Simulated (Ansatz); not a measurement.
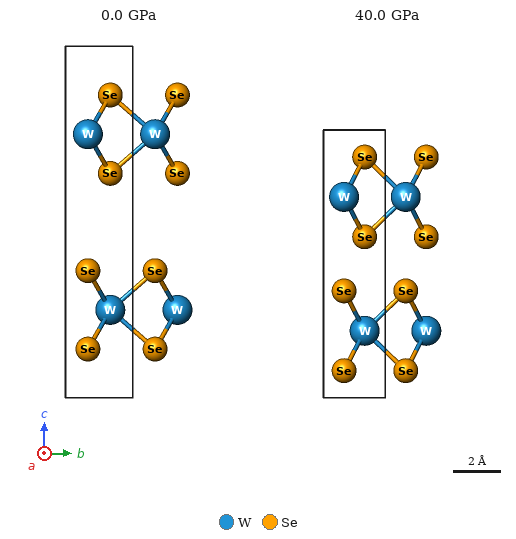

Crystalline WSe$_{2}$ (set up in P6_3/mmc), relaxed (cell and atoms) at several target pressures. The picture shows the first and the last member. The picture is a ball-and-stick view of the cell of the calculation, repeated 1 × 2 × 1 with one cell outlined, seen along the a axis.

Computed with Ansatz 0.2.0: DFT PBE, scalar-relativistic, plane waves, PAW. Settings: plane-wave cutoff 420 eV; k-point mesh 12 × 12 × 2 at 0.0 to 5.0, 12 × 12 × 4 at 10.0 to 40.0 GPa; occupations gaussian; smearing width 0.02 eV; no spin polarisation; cell and atoms relaxed; force threshold 0.008 eV/Å.

```csv
pressure (GPa),volume (Å³/atom),a (Å),c (Å)
0.0,23.948,3.321,15.044
2.0,20.749,3.298,13.213
5.0,?,?,?
10.0,18.404,3.225,12.260
20.0,17.022,3.154,11.859
40.0,15.378,3.049,11.463
```

Question: Fill in the missing row.

Answer: Murnaghan's form V = V₀(1 + B′P/B₀)^(−1/B′), with V₀ = 23.948 Å³ from the row at zero pressure, fits the other rows with B₀ = 7.8 GPa and B′ = 9.08 (largest miss 0.294 Å³). At 5.0 GPa it gives 23.948 × (1 + 9.08 × 5.0/7.8)^(−1/9.08) = 19.384 Å³ per atom. One smooth curve fits the rows poorly, so the structure changes its way of compressing along the series. The calculation gives 19.542 Å³/atom (a = 3.269 Å, c = 12.674 Å). The estimate is 0.158 Å³/atom too low. From the first member to the last: Se–Se 4.586 → 2.910 Å, W–W 3.321 → 3.049 Å, Se–W 2.548 → 2.452 Å.

The whole series:

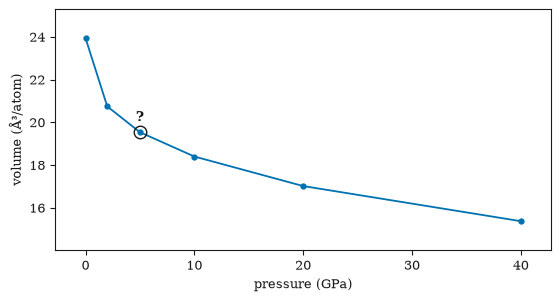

Each member starts from this one structure; whether another phase lies lower wasn't checked.

Limits of the set-up: layers or molecules are held without a dispersion correction, so their spacing is unreliable.
